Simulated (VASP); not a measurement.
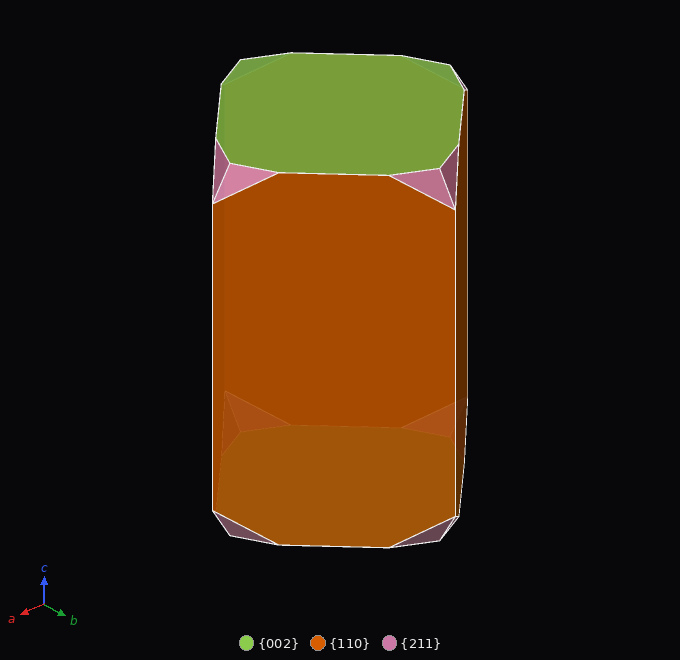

Al2Cu, space group I4/mcm (No. 140), a = 6.067 Å, b = 6.067 Å, c = 4.877 Å, α = 90.00°, β = 90.00°, γ = 90.00°. The shape was computed with the Donnay–Harker form of the Bravais–Friedel law: planes with larger spacing d grow more slowly and so show as larger faces; centring, glide planes and screw axes halve or divide d. Source: an entry of the Crystallography Open Database, as set up for an electronic-structure calculation. Forms under 0.4 % of the area are left out.

Q: How many faces does the whole crystal have, by form?

A: 22 faces: 4 of {110}, 2 of {002} and 16 of {211}.

Q: Why is the form written {002} rather than {001}?

A: The reflection 001 is extinguished by the lattice centring of I4/mcm: equivalent layers repeat every d/2 = 2.438 Å, and the rule uses that shorter spacing.

Q: Which form makes up most of the surface, and how much?

A: {110}, with 4 faces and about 76 % of the area; its spacing is d = 4.290 Å.
